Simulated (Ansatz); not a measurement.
## Zn7F16: single-point calculation (part 1 of 2)

The run: single-point calculation of Zn7F16 (defect cell, 23 atoms in the cell). Method and program: DFT PBE, scalar-relativistic, plane waves, PAW, no spin polarisation (Ansatz 0.2.0).

The structure derives from an entry of the Crystallography Open Database. It belongs to a series of runs on one base structure; here: half-way along the straight path, unrelaxed. Figures and captions count atoms from 1; the log counts them from 0 in places.

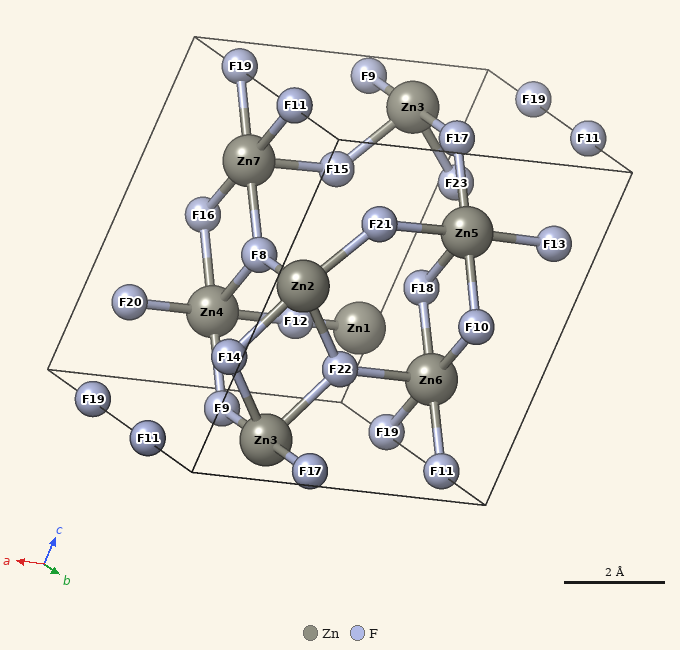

The input geometry (ball-and-stick view of the cell of the calculation, seen at an oblique angle; atoms are numbered from 1 in the order of the input).

**Key numbers**

| quantity | value |
| --- | --- |
| outcome | converged |
| electrons treated | 196 |
| free energy | −36165.6188 eV |
| Fermi energy | 1.796 eV |
| gap on the k-point mesh | none (metallic) |
| pressure | 6.11 GPa |
| largest force (length of the vector) | 13.395 eV/Å |
| hardware | 4 threads of Intel Xeon @ 2.50GHz (Skylake/Cascade Lake), 64 GiB of memory available, shared host |
| wall time | 49 s (CPU time 3.1 min) |
| peak memory | 1.3 GiB |

**Notes**

Warnings of the run: the structure was made exactly symmetric.

**The input**
```yaml
crystal:
  lattice:
    - [4.800251152, -4.800251152, 0.0]
    - [-4.800251152, -4.800251152, 0.0]
    - [0.0, 4.800251152, -6.3503954162]
  atoms:
    - { symbol: Zn, position: [0.1250000165, 1.1250000165, 0.2500000331] }
    - { symbol: Zn, position: [0.754134469, 0.754134469, 0.508268938] }
    - { symbol: Zn, position: [0.4958655145, 0.4958655145, -0.0082689711] }
    - { symbol: Zn, position: [0.6250003916, 0.1250003916, 0.2500007831] }
    - { symbol: Zn, position: [0.3717333211, 0.8717333211, 0.7434666422] }
    - { symbol: Zn, position: [0.1249990819, 0.6249990819, 0.2499981638] }
    - { symbol: Zn, position: [0.8782672055, 0.3782672055, 0.7565344109] }
    - { symbol: F, position: [0.7539256276, 0.4489600505, 0.5078512552] }
    - { symbol: F, position: [0.4960723347, 0.1911067535, -0.0078553305] }
    - { symbol: F, position: [0.2460743724, 0.9362388522, 0.4921487448] }
    - { symbol: F, position: [0.0039276653, 0.6940943317, 0.0078553305] }
    - { symbol: F, position: [0.3428346959, 0.1249997143, 0.2499994286] }
    - { symbol: F, position: [0.0726112286, 0.8693194594, 0.7386389188] }
    - { symbol: F, position: [0.8137491523, 0.6249998457, 0.2499996914] }
    - { symbol: F, position: [0.5839734996, 0.3806809806, 0.7613619612] }
    - { symbol: F, position: [0.7539256276, 0.0588912047, 0.5078512552] }
    - { symbol: F, position: [0.4960723347, 0.801037916, -0.0078553305] }
    - { symbol: F, position: [0.2460743724, 0.5559098926, 0.4921487448] }
    - { symbol: F, position: [0.0039276653, 0.3137609988, 0.0078553305] }
    - { symbol: F, position: [0.9071647327, 0.1249997143, 0.2499994286] }
    - { symbol: F, position: [0.6660276902, 0.8693194594, 0.7386389188] }
    - { symbol: F, position: [0.4362505392, 0.6249998457, 0.2499996914] }
    - { symbol: F, position: [0.1773884617, 0.3806809806, 0.7613619612] }
basis:
  ecutwfc: 420
kpoints:
  mp_grid: { grid: [4, 4, 4] }
hamiltonian:
  xc: pbe
scf:
  occupations: { method: gaussian, width: 0.05 }
output:
  forces: true
  stress: true
  eigenvalues: true
  write_density: true
  write_potential: true
  elf: true
  volumetric_format: npy
```

Command:
```bash
ansatz run input.yaml --threads 4 --pin off --max-ram 9216MiB --backend cpu --events-out ev --progress --plain --runs-dir out
```

**Output**
```
Warning: the atoms were moved onto the symmetric positions of the space group found under crystal.symmetry.tolerance 1.0e-5 (fractional; no operation is sought that the atoms, as they stand in a round, miss by more than twice it, and no atom is moved by as much as it), and the run uses the moved positions. Before a round's move an operation carried an atom to 2.98e-5 Å from where it should land, the largest such distance. Atom 9 (counting from 0) moved farthest, by 1.49e-5 Å; the longest move in fractions of the cell, of whichever atom, is 0.31 of the tolerance, in 1 round. To run the atoms as typed, lower crystal.symmetry.tolerance until the operations that they miss are no longer found, or set crystal.symmetry.detect: false (a key that needs symmetry detection or time reversal refuses this as the deck is read). The positions used, in the order of the run's atom list: position: [0.125, 1.125, 0.25]; position: [0.754134477275, 0.754134477275, 0.50826895455]; position: [0.49586552272499995, 0.495865522725, -0.00826895454999997]; position: [0.625, 0.12499999999999997, 0.25]; position: [0.371733057825, 0.871733057825, 0.74346611565]; position: [0.125, 0.625, 0.25]; position: [0.878266942175, 0.37826694217499995, 0.7565338843499999]; position: [0.753926646425, 0.44896106724999996, 0.5078532928499999]; position: [0.49607335357500004, 0.19110777439999999, -0.007853292849999999]; position: [0.246073353575, 0.9362389267, 0.49214670715]; position: [0.003926646425000004, 0.69409221955, 0.007853292850000002]; position: [0.34283498160000003, 0.12499999999999997, 0.24999999999999997]; position: [0.07261138347500001, 0.8693192394, 0.7386384788]; position: [0.81374930655, 0.625, 0.25]; position: [0.5839729046750001, 0.3806807606, 0.7613615212]; position: [0.753926646425, 0.05889222559999995, 0.5078532928499999]; position: [0.49607335357500004, 0.80103893275, -0.007853292849999999]; position: [0.246073353575, 0.55590778045, 0.49214670715]; position: [0.003926646425000004, 0.31376107329999997, 0.007853292850000002]; position: [0.9071650184, 0.12499999999999997, 0.24999999999999997]; position: [0.666027095325, 0.8693192394, 0.7386384788]; position: [0.43625069345, 0.625, 0.25]; position: [0.177388616525, 0.3806807606, 0.7613615212];
Engine: ansatz 0.2.0, x86_64-unknown-linux-gnu
Pseudopotentials: kind: paw
Pseudopotential: Zn, paw, valence charge 12, recommended cutoff 420 eV (normal), Zn.paw.azcp
Pseudopotential: F, paw, valence charge 7, recommended cutoff 420 eV (normal), F.paw.azcp
Functional definition: PBE
  parameter kappa = 0.804
  parameter beta = 0.06672455060314922
  exchange = pbe_x(kappa = kappa, mu = beta*pi^2/3)
  correlation = pbe_c(beta = beta)
Crystal: 23 atoms, lattice volume = 292.657 Å³
Basis set: ecut = 420 eV, 5737 PW (Γ), exchange–correlation on 96×96×108 points (8 copies of the dense FFT grid, shifted against one another)
Bands: 121, of which v1, the nominal top of the filled ones, is band 98 counted from 1 (97 counted from 0)
Symmetry: 8 space group operations
Space group: Immm (ITA 71), of the structure as read, at distance tolerance 6.6e-5 Å
k-points: 18 of 64
Non-local potential: Zn, projectors of the file, l = 0: 2, l = 1: 2, l = 2: 3, l = 3: 1
Non-local potential: F, projectors of the file, l = 0: 2, l = 1: 2, l = 2: 1
PAW form: soft (Blöchl's): semilocal exchange-correlation on the pseudo side does not see the compensation charge
PAW one-centre angular grid: Zn, 590 points (default); XC on 64 Gauss nodes
PAW one-centre angular grid: F, 110 points (default); XC on 64 Gauss nodes
Initial density: superposition of atomic densities (neutral atoms: chi_scale 0, normalization atom), corrected by the library's trained network
Initial wavefunctions: pseudopotential atomic-orbital guess
Functional: x = pbe(κ = 0.804, μ = 0.2195149727645171), c = pbe(β = 0.06672455060314922)
SCF iter   1: F=—  HF=-36165.803467 eV  |F-HF|=—  |Δ(HF+E_count)|=         —  Δρ=1.82e-2  dr2=6.89e-1  ethr=1.77e-3  ⟨swp⟩=6.0  Hψ=9304  notcnv=0  defer=19
preconditioner: auto → LDOS  [metal: Δε(μ)=0.006 eV  Ē_g=15.857 eV  σ=0.050 eV  W_gap=0.07  n_scr=84 (ndim 8)  ℏωp=30.4 eV  f_vac=0.168  D(μ)=25.40/eV (n_scr^D=300)  β→1.0]
SCF iter   2: F=—  HF=-36165.655989 eV  |F-HF|=—  |Δ(HF+E_count)|=   1.47e-1  Δρ=1.06e-2  dr2=2.60e-1  ethr=3.51e-4  ⟨swp⟩=2.0  Hψ=4119  notcnv=0  defer=290
SCF iter   3: F=—  HF=-36165.662102 eV  |F-HF|=—  |Δ(HF+E_count)|=   6.11e-3  Δρ=1.01e-2  dr2=2.03e-1  ethr=1.33e-4  ⟨swp⟩=2.0  Hψ=3970  notcnv=0  defer=290
SCF iter   4: F=—  HF=-36165.642587 eV  |F-HF|=—  |Δ(HF+E_count)|=   1.95e-2  Δρ=7.80e-3  dr2=1.37e-1  ethr=1.03e-4  ⟨swp⟩=2.0  Hψ=3498  notcnv=0  defer=290
SCF iter   5: F=—  HF=-36165.639589 eV  |F-HF|=—  |Δ(HF+E_count)|=   3.00e-3  Δρ=6.77e-3  dr2=9.46e-2  ethr=6.99e-5  ⟨swp⟩=2.0  Hψ=3138  notcnv=0  defer=287
SCF iter   6: F=—  HF=-36165.626320 eV  |F-HF|=—  |Δ(HF+E_count)|=   1.33e-2  Δρ=4.49e-3  dr2=5.04e-2  ethr=4.83e-5  ⟨swp⟩=2.0  Hψ=3356  notcnv=0  defer=287
SCF iter   7: F=—  HF=-36165.625709 eV  |F-HF|=—  |Δ(HF+E_count)|=   6.10e-4  Δρ=4.17e-3  dr2=4.13e-2  ethr=2.57e-5  ⟨swp⟩=1.6  Hψ=2474  notcnv=0  defer=283
SCF iter   8: F=—  HF=-36165.621503 eV  |F-HF|=—  |Δ(HF+E_count)|=   4.21e-3  Δρ=2.89e-3  dr2=2.10e-2  ethr=2.11e-5  ⟨swp⟩=1.0  Hψ=1929  notcnv=0  defer=283
SCF iter   9: F=—  HF=-36165.620442 eV  |F-HF|=—  |Δ(HF+E_count)|=   1.06e-3  Δρ=2.50e-3  dr2=1.46e-2  ethr=1.07e-5  ⟨swp⟩=2.6  Hψ=3074  notcnv=0  defer=283
SCF iter  10: F=—  HF=-36165.619742 eV  |F-HF|=—  |Δ(HF+E_count)|=   7.00e-4  Δρ=1.82e-3  dr2=7.69e-3  ethr=7.45e-6  ⟨swp⟩=1.9  Hψ=2016  notcnv=0  defer=283
SCF iter  11: F=—  HF=-36165.619543 eV  |F-HF|=—  |Δ(HF+E_count)|=   1.99e-4  Δρ=1.36e-3  dr2=4.16e-3  ethr=3.92e-6  ⟨swp⟩=1.0  Hψ=1929  notcnv=0  defer=283
SCF iter  12: F=—  HF=-36165.619359 eV  |F-HF|=—  |Δ(HF+E_count)|=   1.83e-4  Δρ=1.04e-3  dr2=2.50e-3  ethr=2.12e-6  ⟨swp⟩=1.0  Hψ=1895  notcnv=0  defer=283
SCF iter  13: F=—  HF=-36165.619167 eV  |F-HF|=—  |Δ(HF+E_count)|=   1.93e-4  Δρ=7.75e-4  dr2=1.46e-3  ethr=1.27e-6  ⟨swp⟩=1.0  Hψ=1931  notcnv=0  defer=283
SCF iter  14: F=—  HF=-36165.619040 eV  |F-HF|=—  |Δ(HF+E_count)|=   1.26e-4  Δρ=5.06e-4  dr2=6.19e-4  ethr=7.47e-7  ⟨swp⟩=2.1  Hψ=3171  notcnv=0  defer=283
SCF iter  15: F=—  HF=-36165.619002 eV  |F-HF|=—  |Δ(HF+E_count)|=   3.85e-5  Δρ=4.05e-4  dr2=3.91e-4  ethr=3.16e-7  ⟨swp⟩=2.2  Hψ=3190  notcnv=0  defer=283
SCF iter  16: F=—  HF=-36165.618987 eV  |F-HF|=—  |Δ(HF+E_count)|=   1.48e-5  Δρ=3.19e-4  dr2=2.26e-4  ethr=1.99e-7  ⟨swp⟩=2.0  Hψ=2203  notcnv=0  defer=283
SCF iter  17: F=—  HF=-36165.618965 eV  |F-HF|=—  |Δ(HF+E_count)|=   2.16e-5  Δρ=2.13e-4  dr2=1.11e-4  ethr=1.15e-7  ⟨swp⟩=1.9  Hψ=2482  notcnv=0  defer=283
SCF iter  18: F=—  HF=-36165.618978 eV  |F-HF|=—  |Δ(HF+E_count)|=   1.22e-5  Δρ=2.06e-4  dr2=1.09e-4  ethr=5.68e-8  ⟨swp⟩=1.0  Hψ=1895  notcnv=0  defer=283
SCF iter  19: F=—  HF=-36165.618969 eV  |F-HF|=—  |Δ(HF+E_count)|=   8.24e-6  Δρ=1.42e-4  dr2=4.88e-5  ethr=5.58e-8  ⟨swp⟩=2.0  Hψ=2294  notcnv=0  defer=283
SCF iter  20: F=—  HF=-36165.618823 eV  |F-HF|=—  |Δ(HF+E_count)|=   1.46e-4  Δρ=1.05e-4  dr2=2.58e-5  ethr=2.49e-8  ⟨swp⟩=1.0  Hψ=1895  notcnv=0  defer=283
SCF iter  21: F=—  HF=-36165.618821 eV  |F-HF|=—  |Δ(HF+E_count)|=   1.73e-6  Δρ=6.98e-5  dr2=1.16e-5  ethr=1.32e-8  ⟨swp⟩=1.0  Hψ=1895  notcnv=0  defer=283
SCF iter  22: F=—  HF=-36165.618820 eV  |F-HF|=—  |Δ(HF+E_count)|=   1.17e-6  Δρ=3.95e-5  dr2=4.69e-6  ethr=5.91e-9  ⟨swp⟩=2.4  Hψ=3085  notcnv=0  defer=283
SCF iter  23: F=—  HF=-36165.618820 eV  |F-HF|=—  |Δ(HF+E_count)|=   4.20e-7  Δρ=1.84e-5  dr2=8.61e-7  ethr=2.39e-9  ⟨swp⟩=1.7  Hψ=2348  notcnv=0  defer=283
SCF iter  24: F=—  HF=-36165.618820 eV  |F-HF|=—  |Δ(HF+E_count)|=   8.33e-9  Δρ=1.21e-5  dr2=3.61e-7  ethr=4.39e-10  ⟨swp⟩=1.0  Hψ=1895  notcnv=0  defer=283
SCF iter  25: F=—  HF=-36165.618820 eV  |F-HF|=—  |Δ(HF+E_count)|=   1.41e-8  Δρ=7.71e-6  dr2=1.30e-7  ethr=1.84e-10  ⟨swp⟩=2.3  Hψ=3082  notcnv=0  defer=283
SCF iter  26: F=-36165.618820 eV  HF=-36165.618820 eV  |F-HF|=3.94e-8  |Δ(HF+E_count)|=   1.96e-8  Δρ=4.94e-6  dr2=5.20e-8  ethr=5.10e-11  ⟨swp⟩=13.5  Hψ=15772  notcnv=0
SCF 1 converged in 26 iterations: F = -36165.618820 eV  dr2 = 5.20e-8
  greatest PAW one-centre occupation: 0.995 electrons in one spin orbital (limit 2), on the Zn atom at site 0 (counted from 0), in its partial waves of l = 2
```

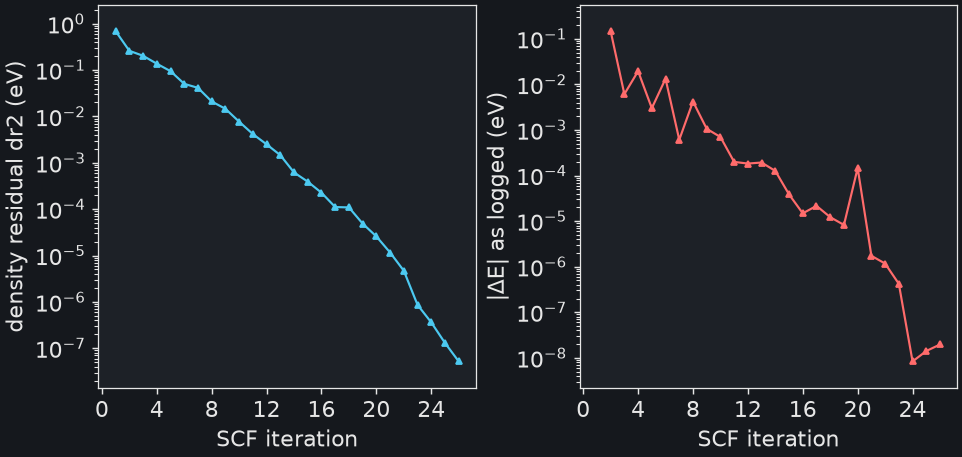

Convergence of the self-consistent field: density residual dr2 and size of the energy change against the SCF iteration. The residual falls at every step.

```
SCF converged after 26 iterations
Free energy (F): -36165.618820 eV
Harris-Foulkes:  -36165.618820 eV  (|F-HF|=3.94e-8)
Internal energy: -36165.579970 eV  (E = F + TS)
E sigma→0 (E₀):  -36165.599395 eV
Entropy (-TS):   -0.038850 eV (-1.689 meV/atom)
Fermi energy:    1.795628 eV
--- Per-component energies (eV) ---
  E_band       = -764.819619
  E_kinetic    = 4203.723412
  E_local      = -22979.676245  (includes V_loc(G=0)·N_el)
  E_nonlocal   = 5518.849469
  E_hartree    = 9178.081895
  E_xc         = -2218.915358
  E_vxc        = -1977.060512  (∫ρ·V_xc dr)
  E_paw        = -16035.257028  (= ΣΔE_a)
  E_vpaw       = -3886.852684  (= ΣTr[D̂ρ^β])
  E_aug_tail   = 0.030142  (compensation charges beyond the density's cutoff)
  E_ewald      = -13832.416257
  E_smearing   = -0.038850  (= −TS)
  E_closure    = 0.000000  (closes the sum)
  Σ components = -36165.618820   (vs F -36165.618820, Δ=0.00e0)
```
